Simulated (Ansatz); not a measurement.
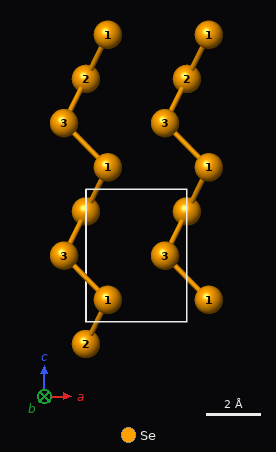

This is the input geometry for a relaxation of a crystal of Se (set up in P3_221) (coarse preliminary run). A ball-and-stick model of the cell of the calculation, repeated 1 × 1 × 2 with one cell outlined, seen along the b axis.

Computed with DFT r2SCAN, scalar-relativistic, plane waves, PAW in Ansatz.

Input file:
```yaml
crystal:
  lattice:
    - [4.3551696776, 0.0, 0.0]
    - [-2.1775848388, 3.7716875786, 0.0]
    - [0.0, 0.0, 4.94945]
  atoms:
    - { symbol: Se, position: [0.217, 0.0, 0.1666666667] }
    - { symbol: Se, position: [0.0, 0.217, 0.8333333333] }
    - { symbol: Se, position: [0.783, 0.783, 0.5] }
basis:
  ecutwfc: 500
kpoints:
  mp_grid: { grid: [6, 6, 4] }
hamiltonian:
  xc: r2scan
scf:
  occupations: { method: gaussian, width: 0.1 }
output:
  forces: true
  stress: true
  eigenvalues: true
relax:
  adjacent_minimum: "off"
  f_tol: 0.05
  max_steps: 80
  cell: { stress_tol: 0.5 }
```

Predict the outcome.

After 2 accepted moves (3 points after the start) the energy has fallen by 23.1 meV per atom. Largest force component: 0.81 eV/Å at the start, 0.045 eV/Å at the end. Pressure: 4.03 GPa at the start and −0.07 GPa at the end. The SCF was repeated once at an unchanged geometry on a basis and grid sized afresh for the cell, which shifted the energy by 0.1 meV per atom at most. The largest moves relative to the cell, 0.007 Å, are those of Se1, Se2 and Se3. Se2 goes along +b. The volume changes by +7.1 %, with a = b 4.355 → 4.489 Å (+3.1 %), c 4.949 → 4.992 Å (+0.9 %). Some distances before and after: Se1–Se2 2.324 → 2.379 Å. The space group stays P3_221 (No. 154). The run took of the order of 60 core-seconds on a shared host.

After the run, drawn alike:

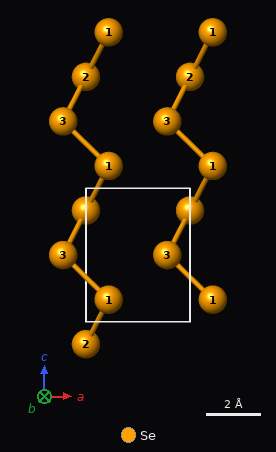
